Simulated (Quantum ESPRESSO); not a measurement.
# Ir: 7 runs along one coordinate

System: Ir (Fm-3m, 1 atom in the cell).
Method: Kohn-Sham DFT of a periodic cell, rev-vdW-DF2, PseudoDojo 0.4.1 SR PBE standard, no spin polarisation (Quantum ESPRESSO 7.5).

The 7 runs differ only in the geometry, by an even scaling of the cell at fixed fractional positions. The structure derives from an entry of the Crystallography Open Database.

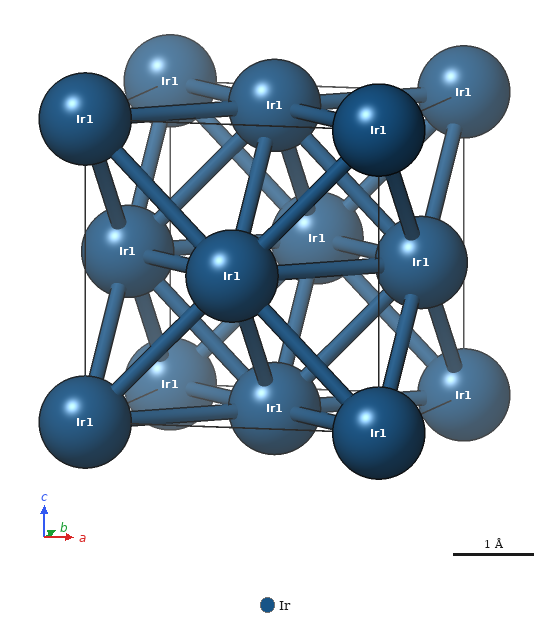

Figure 1. The structure of run 4 (ball-and-stick view of the cell 4 times as large as that of the calculation, set on its symmetry axes, seen slightly off an axis; atoms are numbered from 1 in the order of the input).

## Input of run 4
```
&CONTROL
  calculation = 'scf'
  prefix = 'pwscf'
  outdir = './tmp'
  pseudo_dir = './pseudo'
  tprnfor = .true.
  tstress = .true.
  disk_io = 'nowf'
/
&SYSTEM
  ibrav = 0
  nat = 1
  ntyp = 1
  ecutwfc = 68
  nbnd = 15
  input_dft = 'vdw-df2-b86r'
  occupations = 'smearing'
  smearing = 'fd'
  degauss = 0.00367493
/
&ELECTRONS
  conv_thr = 2d-10
  electron_maxstep = 120
  mixing_beta = 0.5
/
ATOMIC_SPECIES
Ir   192.2170 Ir.upf
CELL_PARAMETERS angstrom
   0.0000000000    1.9156000000    1.9156000000
   1.9156000000    0.0000000000    1.9156000000
   1.9156000000    1.9156000000    0.0000000000
ATOMIC_POSITIONS crystal
Ir     0.0000000000    0.0000000000    0.0000000000
K_POINTS automatic
12 12 12 0 0 0
```

Command:
```bash
OMP_NUM_THREADS=1 pw.x -in pw.in > pw.out
```

Lattice vectors (Å) and fractional positions of run 4:
```
   0.000000    1.915600    1.915600
   1.915600    0.000000    1.915600
   1.915600    1.915600    0.000000
Ir  0.000000  0.000000  0.000000
```

Run 6 differs from it as follows:
```diff
-   0.0000000000    1.9156000000    1.9156000000
-   1.9156000000    0.0000000000    1.9156000000
-   1.9156000000    1.9156000000    0.0000000000
+   0.0000000000    1.9408081540    1.9408081540
+   1.9408081540    0.0000000000    1.9408081540
+   1.9408081540    1.9408081540    0.0000000000
```

## Results, with one run withheld

| run | volume per atom (Å³) | free energy per atom, from the lowest run given (meV) | pressure (GPa) |
| --- | --- | --- | --- |
| 1 | 13.215 | 108.90 | 34.79 |
| 2 | 13.496 | 57.22 | 24.17 |
| 3 | 13.778 | 23.12 | 14.73 |
| 4 | 14.059 | 4.63 | 6.35 |
| 5 | 14.340 | 0.00 | −1.08 |
| 6 | 14.621 | ? | ? |
| 7 | 14.902 | 26.26 | −13.52 |

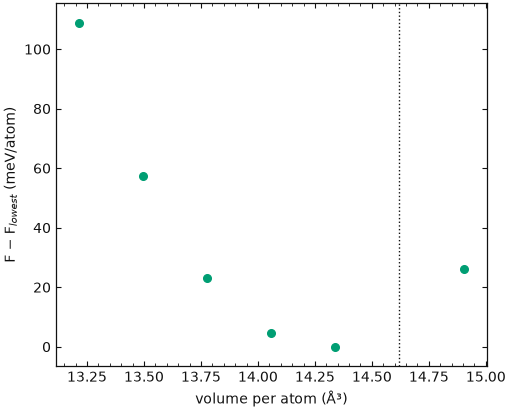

Figure 2. Free energy per atom of the runs given; the dotted line marks run 6.

Estimate the energy of run 6 from the others.

A cubic polynomial in V^(−2/3) (the Birch–Murnaghan form), fitted to the 6 runs given, misses them by at most 0.04 meV per atom. With x = V^(−2/3) − 0.17259 Å⁻², it reads F = 10.244 + 7293.1 x + 1.2947e+06 x² + 3.8204e+06 x³ (meV per atom). At run 6 it gives 7.68 meV per atom, and the run itself gives 7.68. The slope of the fit gives a pressure −dF/dV of −7.60 GPa there, and the run prints −7.68 GPa. The two needn't agree exactly: the fit is approximate, and the printed stress is taken on a finite basis. The fit has its minimum at 14.300 Å³ per atom, where V d²F/dV² gives 362 GPa: the bulk modulus at this level, since symmetry fixes the shape and the positions.

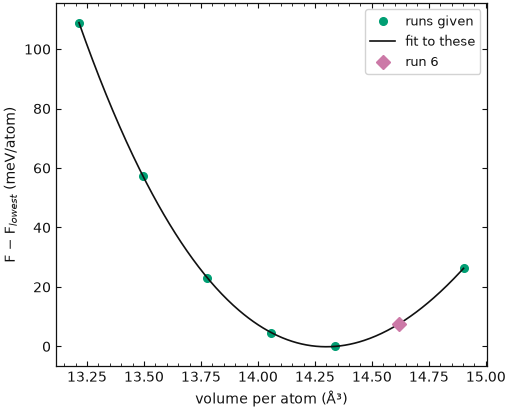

Figure 3. The fit and the withheld run.

## Some lines of the output (run 6)
```
[...]
     unit-cell volume          =      98.6676 (a.u.)^3
     number of k points=    72  Fermi-Dirac smearing, width (Ry)=  0.0037
     total energy              =    -230.36585346 Ry
     total energy              =    -230.36976499 Ry
     total energy              =    -230.36982664 Ry
     total energy              =    -230.36983182 Ry
     total energy              =    -230.36983264 Ry
     total energy              =    -230.36983265 Ry
     the Fermi energy is    24.7448 ev
!    total energy              =    -230.36983265 Ry
     The total energy is F=E-TS. E is the sum of the following terms:
     Computing stress (Cartesian axis) and pressure
          total   stress  (Ry/bohr**3)                   (kbar)     P=      -76.77
```

Notes: The record of the run, not the program, notes: potentials made for another functional. Points of doubt noted for this run: potentials made for another functional. Spin–orbit coupling is left out, which matters for Ir.
